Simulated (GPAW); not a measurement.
## Optical response of BAs

Aim: the dielectric function of BAs, and the optical constants that follow from it.

Main program and level: GPAW 26.7.0; DFT, LDA, plane-wave PAW (GPAW data sets), scalar-relativistic, RPA, optical limit.

**1. The starting structure**

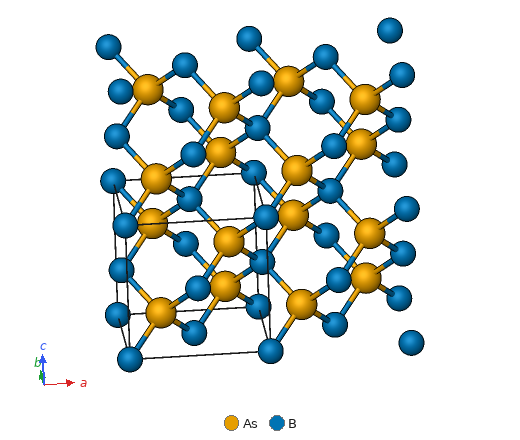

The cell as given, slightly off an axis (arsenic orange, boron blue). 2×1×2 cells are drawn. This picture shows the conventional cell, with its axes. Bonds to atoms that aren't drawn are left out. Some periodic images of atoms are drawn too.

Structure file:

```xyz
2
Lattice="0.0000 2.3885 2.3885 2.3885 0.0000 2.3885 2.3885 2.3885 0.0000" Properties=species:S:1:pos:R:3 pbc="T T T"
As    3.5827    3.5827    3.5827
B     0.0000    0.0000    0.0000
```

**2. Bands for the response**

The response needs many more empty bands than the density does.

This step: DFT, LDA, plane-wave PAW (GPAW data sets), scalar-relativistic, bands at fixed density (GPAW 26.7.0).

Contents of nscf.py:

```python
from ase.dft.bandgap import bandgap
from gpaw import GPAW, FermiDirac

calc = GPAW('gs.gpw').fixed_density(kpts={'size': (12, 12, 12), 'gamma': True}, nbands=33, convergence={'bands': 27},
                                    occupations=FermiDirac(0.001), txt='nscf.txt')
print('gap (eV)', bandgap(calc, output=None)[0])
print('direct gap (eV)', bandgap(calc, direct=True, output=None)[0])
print('top band over the Fermi level (eV)', min(calc.get_eigenvalues(kpt=k)[26] for k in range(len(calc.get_ibz_k_points()))) - calc.get_fermi_level())
calc.write('full.gpw', mode='all')
```

Run with:

```
$ OMP_NUM_THREADS=1 python nscf.py
```

Numbers of over 12 decimals in the logs are rounded to 6 here.

What it wrote:

```text
Diagonalizing LCAO Hamiltonian
Converting LCAO to pw mode
convergence criteria:
- Maximum integral of absolute [eigenst]ate change: 4e-08 eV^2 / valence electron
maximum number of iterations: 150

SCF iterations
|iter     |      energy | eigst |  dens |
|iter:   1||             | +3.60 |       |
|iter:   2||             | +1.97 |       |
|iter:   3||             | -0.09 |       |
|iter:   4||             | -1.45 |       |
|iter:   5||             | -2.91 |       |
|iter:   6||             | -3.98 |       |
|iter:   7||             | -5.19 |       |
|iter:   8||             | -5.94 |       |
|iter:   9||             | -6.69 |       |
|iter:  10||             | -7.31 |       |
|iter:  11||             | -7.77c|       |
SCF steps: 11
  __  _  _
 | _ |_)|_||  |
 |__||  | ||/\| - 26.7.0

Versions:
  Python: 3.12.14
  ASE:    3.29.0
  Numpy:  2.5.5
  Scipy:  1.18.1
  Libxc:  7.0.0

Input parameters:
  mode=PW(ecut=500.0),
  convergence={'bands': 27},
  gpts=array([18, 18, 18]),
  kpts=MonkhorstPack(size=(12, 12, 12), gamma=True),
  maxiter=150,
  nbands=33,
  occupations=Occupations(name='fermi-dirac', width=0.001, fixmagmom=False),
  parallel={},
  xc=XC(name='LDA')

--- standard output ---
gap (eV) 1.137572
direct gap (eV) 3.270399
top band over the Fermi level (eV) 37.392916
```

Elapsed: 39 s, on 1 thread of Arm Neoverse V1, shared host; peak memory 0.16 GiB.

Read-outs, printed or worked out from the files:

```
gap on the k-mesh      : 1.138 eV
direct gap on the mesh : 3.270 eV
```

**3. Dielectric function, RPA**

Local fields let the induced charge screen the field inside the cell, which as a rule lowers ε, most along directions where the density is uneven.

This step: DFT, LDA, plane-wave PAW (GPAW data sets), scalar-relativistic, RPA, optical limit (GPAW 26.7.0).

Contents of df.py:

```python
from gpaw.response.df import DielectricFunction

df = DielectricFunction('full.gpw', frequencies={'type': 'nonlinear', 'domega0': 0.03, 'omega2': 8},
                        ecut=50,
                        eta=0.15,
                        nbands=27,
                        txt='df.txt')
for direction in ['x']:
    df.get_dielectric_function(xc='RPA', direction=direction, filename=f'df_{direction}.csv')
```

Run with:

```
$ OMP_NUM_THREADS=1 python df.py
```

What it wrote:

```text
Using integrator: PointIntegrator
NonLinearFrequencyDescriptor(from 0.000 to 64.253 eV, 496 points)
Nonperiodic BCs:  [False False False]
Using integrator: PointIntegrator
NonLinearFrequencyDescriptor(from 0.000 to 64.253 eV, 496 points)
Nonperiodic BCs:  [False False False]

Calculating chi0 body with:
    Ground state adapter containing:
    Number of spins: 1
    Number of kpoints: 1728
    Number of irreducible kpoints: 72
    Number of completely occupied states: 4
    Number of partially occupied states: 4

    Linear response parametrization:
    q_c: [0.0, 0.0, 0.0]
    Number of frequency points: 496
    Planewave cutoff: 50.0
    Number of bands: 27
    Number of planewaves: 15
    Broadening (eta): 0.15

Integrating chi0 body.

Symmetries of q_c:
    Direct symmetries (Uq -> q): 24
    Indirect symmetries (TUq -> q): 24
In total 48 allowed symmetries.

72 groups of equivalent kpoints. 95.833333% reduction.

Integral kind: spectral function

Calculating chi0 optical extensions with:
    Ground state adapter containing:
    Number of spins: 1
    Number of kpoints: 1728
    Number of irreducible kpoints: 72
    Number of completely occupied states: 4
    Number of partially occupied states: 4

    Linear response parametrization:
    Number of frequency points: 496
    Planewave cutoff: 50.0
    Number of bands: 27
    Number of planewaves: 15
    Broadening (eta): 0.15
Integrating chi0 head and wings.

Symmetries of q_c:
    Direct symmetries (Uq -> q): 24
    Indirect symmetries (TUq -> q): 24
In total 48 allowed symmetries.

72 groups of equivalent kpoints. 95.833333% reduction.

Integral kind: spectral function wings
```

The job ended after 5 s (1 thread; peak memory 0.2 GiB).

Numbers from this step:

| Quantity | Value |
| --- | --- |
| electronic dielectric constant ε∞, mean over x, y and z (by symmetry where fewer were run) | 9.707 |
| main peak of Im epsilon, first axis | 5.495 eV |

Some rows of df_x.csv (energy; Re and Im without local fields; Re and Im with them):

```text
0.000000, 10.133929, 0.000000, 9.706451, 0.000000
0.429336, 10.192567, 0.041465, 9.762226, 0.039442
0.878195, 10.385671, 0.089357, 9.945917, 0.085008
1.347938, 10.756354, 0.151365, 10.298593, 0.144031
1.840057, 11.389425, 0.243597, 10.901100, 0.231885
2.356191, 12.472080, 0.410756, 11.931971, 0.391208
2.898142, 14.548582, 0.871856, 13.910040, 0.830072
3.467895, 18.394334, 3.994142, 17.603171, 3.808567
4.067647, 17.304333, 9.826167, 16.618451, 9.552861
4.699832, 17.207662, 15.296789, 16.059548, 14.416056
5.367152, 13.274845, 29.478415, 12.500888, 27.173887
6.072622, 0.326896, 14.673707, -0.255260, 13.339353
6.819608, -10.163819, 13.206383, -9.078022, 13.083982
7.611886, -7.577414, 6.451084, -7.040776, 6.345513
8.453705, -3.728956, 4.078797, -3.433106, 3.800959
9.349861, -4.267928, 3.291366, -3.925991, 3.292454
10.305790, -3.321924, 1.570631, -3.158389, 1.582297
11.327680, -1.990803, 1.938967, -1.753290, 1.863942
12.422601, -1.755323, 1.475578, -1.557312, 1.444489
13.598673, -1.255365, 1.082413, -1.118026, 1.049587
```

The Im ε, E ∥ x has structure finer than the step of the table below, so its rows give means over 1 eV, whole bins alone (the curve runs from 0 to 14.0 eV). Peaks (eV: height): 5.5: 32.0, 6.5: 20.8.

Values under the direct gap are tails of Lorentzian lines. The Im ε, E ∥ x by photon energy; means over each step:

```
photon energy (eV)  Im ε, E ∥ x
                 1        0.101
                 2        0.285
                 3         1.46
                 4         9.13
                 5         19.3
                 6         18.5
                 7         11.9
                 8         4.94
                 9         4.27
                10         2.33
                11         1.61
                12         1.54
                13         1.11
```

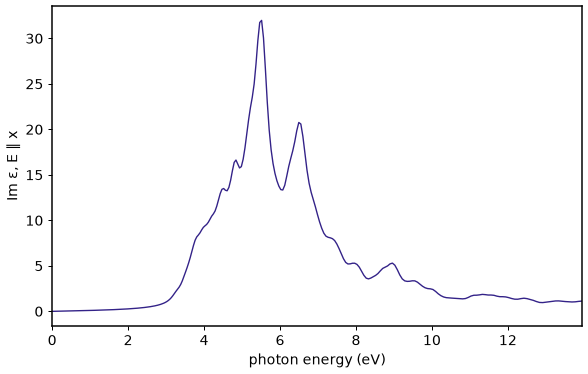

Im ε, E ∥ x, plotted against photon energy.

Re ε, E ∥ x against photon energy:

```
photon energy (eV)  Re ε, E ∥ x
                 0         9.71
                 1         10.0
                 2         11.2
                 3         14.5
                 4         16.7
                 5         14.9
                 6        -1.74
                 7        -8.84
                 8        -5.37
                 9        -4.17
                10        -3.58
                11        -1.70
                12        -1.80
                13        -1.22
```

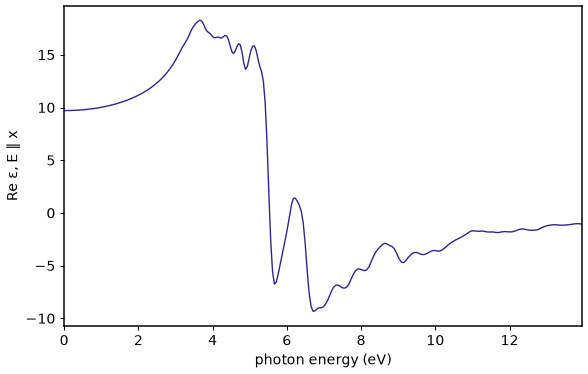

Re ε, E ∥ x against photon energy.

The Im ε, E ∥ x has structure finer than the step of the table below, so its rows give means over 0.5 eV, whole bins alone (the curve runs from 0 to 14.0 eV). Peaks (eV: height): without local fields 5.47: 34.1, 6.49: 22.9; with local fields 5.51: 32.0, 6.49: 20.8.

Values under the direct gap are tails of Lorentzian lines. Table of Im ε, E ∥ x by photon energy; means over each step:

```
photon energy (eV)  without local fields  with local fields
               0.5                0.0488             0.0465
               1.0                 0.105             0.0995
               1.5                 0.177              0.169
               2.0                 0.288              0.274
               2.5                 0.497              0.474
               3.0                  1.22               1.16
               3.5                  4.63               4.41
               4.0                  9.55               9.25
               4.5                  13.5               13.0
               5.0                  18.9               17.9
               5.5                  28.3               26.7
               6.0                  16.1               14.8
               6.5                  19.9               18.3
               7.0                  10.8               10.7
               7.5                  7.33               7.08
               8.0                  5.09               4.90
               8.5                  4.33               4.04
               9.0                  4.79               4.68
               9.5                  3.22               3.24
              10.0                  2.28               2.31
              10.5                  1.50               1.48
              11.0                  1.70               1.60
              11.5                  1.83               1.79
              12.0                  1.51               1.50
              12.5                  1.34               1.33
              13.0                  1.07               1.03
              13.5                  1.11               1.09
```

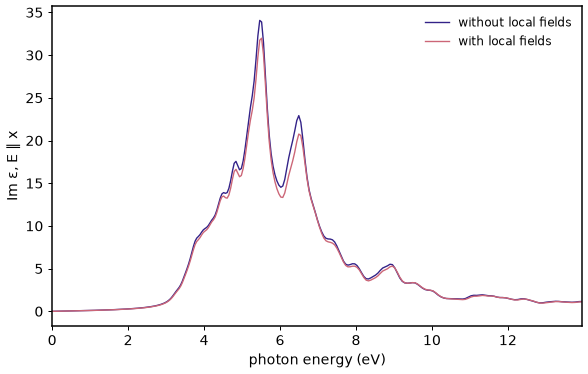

Im ε, E ∥ x against photon energy.

Refractive index n and extinction k against photon energy:

```
photon energy (eV)      n       k
                 0   3.12       0
                 1   3.17  0.0156
                 2   3.34  0.0405
                 3   3.81   0.135
                 4   4.24    1.10
                 5   4.30    1.89
                 6   2.44    2.77
                 7   1.55    3.36
                 8   1.03    2.54
                 9   1.11    2.32
                10  0.611    1.99
                11  0.569    1.42
                12  0.530    1.44
                13  0.426    1.18
```

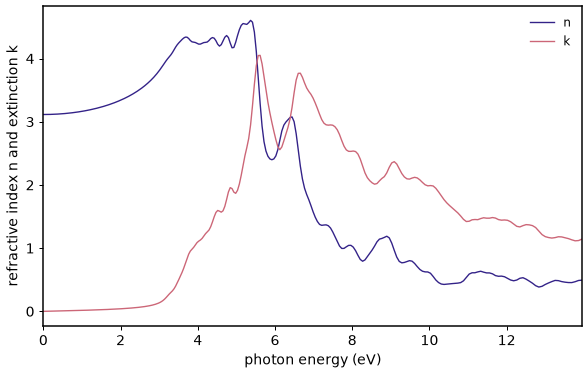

Refractive index n and extinction k against photon energy.

Values under the direct gap are tails of Lorentzian lines. The loss function −Im 1/ε at q → 0, E ∥ x by energy loss; read off at these points:

```
energy loss (eV)  loss function −Im 1/ε at q → 0, E ∥ x
             0.0                                      0
             1.0                                 9.8e-4
             2.0                                0.00217
             3.0                                0.00488
             4.0                                 0.0254
             5.0                                 0.0334
             6.0                                 0.0726
             7.0                                 0.0558
             8.0                                 0.0931
             8.6                                  0.159
             9.0                                  0.117
            10.0                                  0.130
            11.0                                  0.293
            12.0                                  0.274
            13.0                                  0.404
            13.9                                  0.481
```

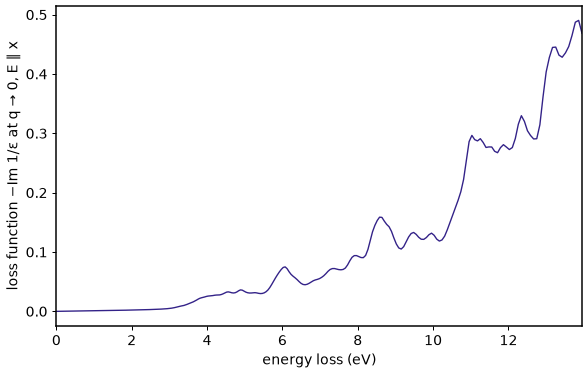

Loss function −Im 1/ε at q → 0, E ∥ x against energy loss.

From ε follow the optical constants at some laser and lamp lines:

```
wavelength (nm)     n      k  R (%)     1/α
           1550  3.15  0.012   26.8   10 µm
           1064  3.18  0.019   27.3  4.5 µm
            800  3.24  0.027   27.9  2.3 µm
            405  3.86  0.156   34.7  207 nm
            308  4.23  1.112   40.8   22 nm
            248  4.30  1.886   45.6   10 nm
            193  3.07  3.168   53.8  4.8 nm
```

Below the direct gap, k and the depth come from the tails of the Lorentzian lines, not from transitions.

Rows near the edge hang on the gap, which this functional as a rule makes too small, and phonon-assisted absorption is left out.

**4. Outcome**

| Property | Result |
| --- | --- |
| electronic dielectric constant ε∞, mean over x, y and z (by symmetry where fewer were run) (RPA) | 9.71 |
| main peak of Im epsilon, first axis | 5.50 eV |

**Reading.** At this level (LDA, RPA) BAs has ε∞ = 9.71 and n = 3.15 at 1550 nm, and Im ε peaks at 5.5 eV. On the mesh the gap is 1.14 eV and the least direct gap 3.27 eV, so on this mesh the band edges lie at different points. Local fields change the static value along x from 10.13 to 9.71 (-4 %). Distinct maxima of Im ε, read by a parabola through the highest points, lie at 5.50 eV (32), 6.51 eV (21) and 8.94 eV (5.3). Excitons and phonon-assisted transitions are missing; LDA gaps are as a rule too small, which pulls the onset down and ε∞ up. The sum runs over mesh points, so small or evenly spaced maxima can still be ripples of the mesh.

[Machine, clock and banner lines and Python warnings are left out of the logs.]

[Logs are printed without paths, hosts, clocks, repeated set-up lines and the standing remarks that a program may print on its own settings, such as how far it seeks lower states.]

[Hosts, paths, dates, database ids (printed as entryN), source tags and the programs' standing remarks are cut or masked in the printed files.]
